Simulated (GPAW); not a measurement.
# How the plane-wave cutoff moves the magnetism of linear Ru chain, spacing 2.823 A, part 2 of 2

Two starts of linear Ru chain, spacing 2.823 A are run at each rung of the plane-wave cutoff. Which rung is enough?

GPAW 26.7.0; PBE; plane waves with GPAW's PAW setups, scalar-relativistic.

So far, largest spin moment in the augmentation sphere (μB): step 2 (rung 1 (250 eV), start ferro +) 2.65; step 4 (rung 2 (325 eV), start ferro +) 2.67; step 5 (rung 2 (325 eV), start antiferro q=(0,0,1/2) +-) 2.17; step 6 (rung 3 (400 eV), start ferro +) 2.68; step 7 (rung 3 (400 eV), start antiferro q=(0,0,1/2) +-) 2.18.

## 8. Rung 4 (500 eV), start ferro +

File order1.py:

```python
import json
import numpy as np
from ase import Atoms
from ase.parallel import paropen, parprint
from gpaw import GPAW

atoms = Atoms(['Ru'],
    cell=[[12.0, 0.0, 0.0],
         [0.0, 12.0, 0.0],
         [0.0, 0.0, 2.823]],
    scaled_positions=[[0.5, 0.5, 0.0]],
    pbc=True,
    magmoms=[1.5])
atoms.calc = GPAW(mode={'name': 'pw', 'ecut': 500},
    xc='PBE',
    kpts={'size': (1, 1, 10), 'gamma': True},
    occupations={'name': 'fermi-dirac', 'width': 0.1},
    convergence={'density': 1e-05, 'energy': 1e-05},
    maxiter=200,
    symmetry={'tolerance': 1e-4},
    txt='order1.txt')
e = atoms.get_potential_energy(force_consistent=True)
res = {'free_energy': e, 'energy_sigma0': atoms.get_potential_energy(), 'fermi_energy': atoms.calc.get_fermi_level()}
res['moments'] = atoms.get_magnetic_moments().tolist()
res['total'] = atoms.get_magnetic_moment()
parprint('site moments (muB):', np.round(res['moments'], 3))
parprint(f"total moment: {res['total']:.3f} muB")
parprint(f'free energy: {e:.6f} eV')
atoms.calc.write('order1.gpw')
with paropen('results.json', 'w') as f:
    json.dump(res, f)
```

The run is started by

```bash
$ OMP_NUM_THREADS=1 python3 order1.py > order1.log
```

The program printed:

```text
site moments (muB): [2.679]
total moment: 3.338 muB
free energy: -4.450555 eV

--- order1.txt ---
Input parameters:
  mode=PW(ecut=500),
  convergence={'density': 1e-05, 'energy': 1e-05},
  kpts=MonkhorstPack(size=(1, 1, 10), gamma=True),
  maxiter=200,
  occupations=Occupations(name='fermi-dirac', width=0.1),
  symmetry=Symmetry(tolerance=0.0001),
  xc=XC(name='PBE')

Diagonalizing LCAO Hamiltonian
[...]
|          3 |       -46.535 |     1.000 |       -44.681 |     1.000 |
|          4 |        -7.403 |     1.000 |        -6.185 |     1.000 |
[...]
|          9 |        -4.396 |     0.999 |        -2.518 |     0.000 |
|         10 |        -1.687 |     0.000 |        -0.950 |     0.000 |
|         11 |        -1.687 |     0.000 |        -0.950 |     0.000 |
|         12 |         0.243 |     0.000 |         0.385 |     0.000 |

No gap
No difference between direct/indirect transitions


[key lines of the parts left out:]
Free energy:      -4.450555
Converged in 21 steps
dipole moment: (0.000001, 0.000001, -9.679919)  # |e|*Ang
Fermi level: -3.711
```

It took 21 s on 1 MPI rank of AMD EPYC 9B45 (Zen 5), shared host; peak memory 0.32 GiB.

This step gave:

```
magnetization  : 3.338 μB
final state    : ferromagnetic
largest moment : 2.679 μB
```

The largest moment is that of rung 3, at 1.3 times its CPU time.

## 9. Rung 4 (500 eV), start antiferro q=(0,0,1/2) +-

File order2.py:

```python
import json
import numpy as np
from ase import Atoms
from ase.parallel import paropen, parprint
from gpaw import GPAW

atoms = Atoms(['Ru', 'Ru'],
    cell=[[12.0, 0.0, 0.0],
         [0.0, 12.0, 0.0],
         [0.0, 0.0, 5.646]],
    scaled_positions=[[0.5, 0.5, 0.0],
         [0.5, 0.5, 0.5]],
    pbc=True,
    magmoms=[1.5, -1.5])
atoms.calc = GPAW(mode={'name': 'pw', 'ecut': 500},
    xc='PBE',
    kpts={'size': (1, 1, 5), 'gamma': True},
    occupations={'name': 'fermi-dirac', 'width': 0.1},
    convergence={'density': 1e-05, 'energy': 1e-05},
    maxiter=200,
    symmetry={'tolerance': 1e-4},
    txt='order2.txt')
e = atoms.get_potential_energy(force_consistent=True)
res = {'free_energy': e, 'energy_sigma0': atoms.get_potential_energy(), 'fermi_energy': atoms.calc.get_fermi_level()}
res['moments'] = atoms.get_magnetic_moments().tolist()
res['total'] = atoms.get_magnetic_moment()
parprint('site moments (muB):', np.round(res['moments'], 3))
parprint(f"total moment: {res['total']:.3f} muB")
parprint(f'free energy: {e:.6f} eV')
atoms.calc.write('order2.gpw')
with paropen('results.json', 'w') as f:
    json.dump(res, f)
```

The run is started by

```bash
$ OMP_NUM_THREADS=1 python3 order2.py > order2.log
```

The program printed:

```text
site moments (muB): [ 2.181 -2.181]
total moment: -0.000 muB
free energy: -8.577331 eV

--- order2.txt ---
Input parameters:
  mode=PW(ecut=500),
  convergence={'density': 1e-05, 'energy': 1e-05},
  kpts=MonkhorstPack(size=(1, 1, 5), gamma=True),
  maxiter=200,
  occupations=Occupations(name='fermi-dirac', width=0.1),
  symmetry=Symmetry(tolerance=0.0001),
  xc=XC(name='PBE')

Diagonalizing LCAO Hamiltonian
[...]
|          9 |        -5.938 |     1.000 |        -5.938 |     1.000 |
[...]
|         19 |        -1.369 |     0.000 |        -1.369 |     0.000 |
|         20 |        -1.369 |     0.000 |        -1.369 |     0.000 |
|         21 |        -0.436 |     0.000 |        -0.436 |     0.000 |
|        ... |               |           |               |           |
|         23 |         0.978 |     0.000 |         0.978 |     0.000 |

No gap
No difference between direct/indirect transitions


[key lines of the parts left out:]
Free energy:      -8.577331
Converged in 22 steps
dipole moment: (0.000002, 0.000002, -19.378510)  # |e|*Ang
Fermi level: -3.800
```

The job ended after 47 s (1 MPI rank; peak memory 0.52 GiB).

Read from the output:

- magnetization: 0 μB
- final state: antiferromagnetic
- largest moment: 2.181 μB

This start lies +161.9 meV a seeded atom from the first, a change of +0.4 meV since rung 3; its largest moment is 2.18 μB.

## 10. Rung 5 (650 eV), start ferro +

order1.py is the script of step 8 with these lines changed:

```diff
@@ -13,3 +13,3 @@
     magmoms=[1.5])
-atoms.calc = GPAW(mode={'name': 'pw', 'ecut': 500},
+atoms.calc = GPAW(mode={'name': 'pw', 'ecut': 650},
     xc='PBE',
```

The run is started by

```bash
$ OMP_NUM_THREADS=1 python3 order1.py > order1.log
```

The program printed:

```text
site moments (muB): [2.68]
total moment: 3.338 muB
free energy: -4.465465 eV

--- order1.txt ---
Input parameters:
  mode=PW(ecut=650),
  convergence={'density': 1e-05, 'energy': 1e-05},
  kpts=MonkhorstPack(size=(1, 1, 10), gamma=True),
  maxiter=200,
  occupations=Occupations(name='fermi-dirac', width=0.1),
  symmetry=Symmetry(tolerance=0.0001),
  xc=XC(name='PBE')

Diagonalizing LCAO Hamiltonian
[...]
|          3 |       -46.537 |     1.000 |       -44.683 |     1.000 |
|          4 |        -7.403 |     1.000 |        -6.185 |     1.000 |
[...]
|          9 |        -4.396 |     0.999 |        -2.518 |     0.000 |
|         10 |        -1.688 |     0.000 |        -0.950 |     0.000 |
|         11 |        -1.688 |     0.000 |        -0.950 |     0.000 |
|         12 |         0.244 |     0.000 |         0.386 |     0.000 |

No gap
No difference between direct/indirect transitions


[key lines of the parts left out:]
Free energy:      -4.465465
Converged in 21 steps
dipole moment: (0.000001, 0.000001, -9.680595)  # |e|*Ang
Fermi level: -3.711
```

The job ended after 31 s (1 MPI rank; peak memory 0.43 GiB).

Read from the output:

| Quantity | Value |
| --- | --- |
| magnetization | 3.338 μB |
| final state | ferromagnetic |
| largest moment | 2.680 μB |

The largest moment is that of rung 4, at 1.5 times its CPU time.

## 11. Rung 5 (650 eV), start antiferro q=(0,0,1/2) +-

order2.py is the script of step 9 with these lines changed:

```diff
@@ -14,3 +14,3 @@
     magmoms=[1.5, -1.5])
-atoms.calc = GPAW(mode={'name': 'pw', 'ecut': 500},
+atoms.calc = GPAW(mode={'name': 'pw', 'ecut': 650},
     xc='PBE',
```

The run is started by

```bash
$ OMP_NUM_THREADS=1 python3 order2.py > order2.log
```

The program printed:

```text
site moments (muB): [ 2.182 -2.182]
total moment: 0.000 muB
free energy: -8.607282 eV

--- order2.txt ---
Input parameters:
  mode=PW(ecut=650),
  convergence={'density': 1e-05, 'energy': 1e-05},
  kpts=MonkhorstPack(size=(1, 1, 5), gamma=True),
  maxiter=200,
  occupations=Occupations(name='fermi-dirac', width=0.1),
  symmetry=Symmetry(tolerance=0.0001),
  xc=XC(name='PBE')

Diagonalizing LCAO Hamiltonian
[...]
|          9 |        -5.938 |     1.000 |        -5.938 |     1.000 |
[...]
|         19 |        -1.369 |     0.000 |        -1.369 |     0.000 |
|         20 |        -1.369 |     0.000 |        -1.369 |     0.000 |
|         21 |        -0.437 |     0.000 |        -0.437 |     0.000 |
|        ... |               |           |               |           |
|         23 |         0.979 |     0.000 |         0.979 |     0.000 |

No gap
No difference between direct/indirect transitions


[key lines of the parts left out:]
Free energy:      -8.607282
Converged in 45 steps
dipole moment: (0.000002, 0.000002, -19.379838)  # |e|*Ang
Fermi level: -3.800
```

The job ended after 2 min (1 MPI rank; peak memory 0.73 GiB).

This step gave:

| Item | Value |
| --- | --- |
| magnetization | 0 μB |
| final state | antiferromagnetic |
| largest moment | 2.182 μB |

This start lies +161.8 meV a seeded atom from the first, a change of -0.1 meV since rung 4; its largest moment is 2.18 μB.

## 12. Rung 6 (800 eV), start ferro +

order1.py is the script of step 10 with these lines changed:

```diff
@@ -13,3 +13,3 @@
     magmoms=[1.5])
-atoms.calc = GPAW(mode={'name': 'pw', 'ecut': 650},
+atoms.calc = GPAW(mode={'name': 'pw', 'ecut': 800},
     xc='PBE',
```

The run is started by

```bash
$ OMP_NUM_THREADS=1 python3 order1.py > order1.log
```

The program printed:

```text
site moments (muB): [2.68]
total moment: 3.339 muB
free energy: -4.466790 eV

--- order1.txt ---
Input parameters:
  mode=PW(ecut=800),
  convergence={'density': 1e-05, 'energy': 1e-05},
  kpts=MonkhorstPack(size=(1, 1, 10), gamma=True),
  maxiter=200,
  occupations=Occupations(name='fermi-dirac', width=0.1),
  symmetry=Symmetry(tolerance=0.0001),
  xc=XC(name='PBE')

Diagonalizing LCAO Hamiltonian
[...]
|          3 |       -46.537 |     1.000 |       -44.683 |     1.000 |
|          4 |        -7.403 |     1.000 |        -6.185 |     1.000 |
[...]
|          9 |        -4.396 |     0.999 |        -2.518 |     0.000 |
|         10 |        -1.688 |     0.000 |        -0.950 |     0.000 |
|         11 |        -1.688 |     0.000 |        -0.950 |     0.000 |
|         12 |         0.243 |     0.000 |         0.386 |     0.000 |

No gap
No difference between direct/indirect transitions


[key lines of the parts left out:]
Free energy:      -4.466790
Converged in 22 steps
dipole moment: (0.000001, 0.000001, -9.680647)  # |e|*Ang
Fermi level: -3.711
```

The job ended after 40 s (1 MPI rank; peak memory 0.54 GiB).

Read from the output:

| Quantity | Value |
| --- | --- |
| magnetization | 3.339 μB |
| final state | ferromagnetic |
| largest moment | 2.680 μB |

The largest moment is that of rung 5, at 1.3 times its CPU time.

## 13. Rung 6 (800 eV), start antiferro q=(0,0,1/2) +-

order2.py is the script of step 11 with these lines changed:

```diff
@@ -14,3 +14,3 @@
     magmoms=[1.5, -1.5])
-atoms.calc = GPAW(mode={'name': 'pw', 'ecut': 650},
+atoms.calc = GPAW(mode={'name': 'pw', 'ecut': 800},
     xc='PBE',
```

The run is started by

```bash
$ OMP_NUM_THREADS=1 python3 order2.py > order2.log
```

The program printed:

```text
site moments (muB): [ 2.182 -2.182]
total moment: -0.000 muB
free energy: -8.609948 eV

--- order2.txt ---
Input parameters:
  mode=PW(ecut=800),
  convergence={'density': 1e-05, 'energy': 1e-05},
  kpts=MonkhorstPack(size=(1, 1, 5), gamma=True),
  maxiter=200,
  occupations=Occupations(name='fermi-dirac', width=0.1),
  symmetry=Symmetry(tolerance=0.0001),
  xc=XC(name='PBE')

Diagonalizing LCAO Hamiltonian
[...]
|          9 |        -5.938 |     1.000 |        -5.938 |     1.000 |
[...]
|         19 |        -1.369 |     0.000 |        -1.369 |     0.000 |
|         20 |        -1.369 |     0.000 |        -1.369 |     0.000 |
|         21 |        -0.437 |     0.000 |        -0.437 |     0.000 |
|        ... |               |           |               |           |
|         23 |         0.978 |     0.000 |         0.978 |     0.000 |

No gap
No difference between direct/indirect transitions


[key lines of the parts left out:]
Free energy:      -8.609948
Converged in 35 steps
dipole moment: (0.000002, 0.000002, -19.379937)  # |e|*Ang
Fermi level: -3.800
```

The job ended after 2.3 min (1 MPI rank; peak memory 0.97 GiB).

This step gave:

| Item | Value |
| --- | --- |
| magnetization | 0 μB |
| final state | antiferromagnetic |
| largest moment | 2.182 μB |

This start lies +161.8 meV a seeded atom from the first, a change of -0.0 meV since rung 5; its largest moment is 2.18 μB.

## 14. The rungs together

Ladder, by row:

| rung | cutoff (eV) | state from the first start | state from the second start | second less first (meV a seeded atom) | moment, first (μB) | moment, second (μB) | CPU time (s) |
| --- | --- | --- | --- | --- | --- | --- | --- |
| 1 | 250 | ferromagnetic | antiferromagnetic | 154.9 | 2.655 | 2.15 | 44.49 |
| 2 | 325 | ferromagnetic | antiferromagnetic | 161.1 | 2.672 | 2.172 | 66.89 |
| 3 | 400 | ferromagnetic | antiferromagnetic | 161.5 | 2.678 | 2.179 | 73.44 |
| 4 | 500 | ferromagnetic | antiferromagnetic | 161.9 | 2.679 | 2.181 | 67.47 |
| 5 | 650 | ferromagnetic | antiferromagnetic | 161.8 | 2.68 | 2.182 | 153.5 |
| 6 | 800 | ferromagnetic | antiferromagnetic | 161.8 | 2.68 | 2.182 | 180.6 |

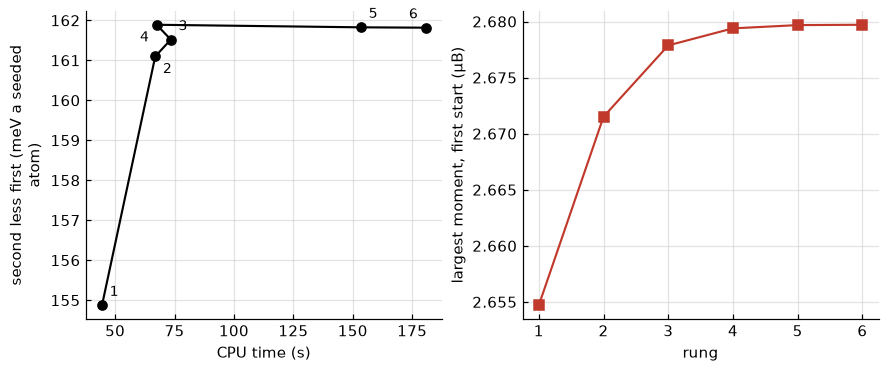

Result against cost, rungs numbered as in the table, and the moment by rung.

## 15. Outcome

```json
{"range of the moment in the table, first start": "2.65 to 2.68 μB", "range of CPU time": "44 s to 3 min", "range of the energy difference": "155 to 162 meV a seeded atom", "first rung from which all stay within 8.1 meV of the last": "1"}
```

From rung 1 on the result stays within 6.9 meV of the last rung, inside the margin of 8.1 meV set for it, at 25 % of the last rung's cost. The first start ends lower on every rung of the table; whether functional and cell give the true order is another question.

[Logs and program files are shortened in this print: banners, set-up blocks, solver, clock and traceback lines can be left out without a mark of their own.]

[Logs are printed without paths, hosts, clocks, repeated set-up lines and the standing remarks that a program may print on its own settings, such as how far it seeks lower states.]

[Hosts, paths, dates, database ids (printed as entryN), source tags and the programs' standing remarks are cut or masked in the printed files.]

[Where a cell is said to come from a database of computed structures, the database is the Materials Project.]
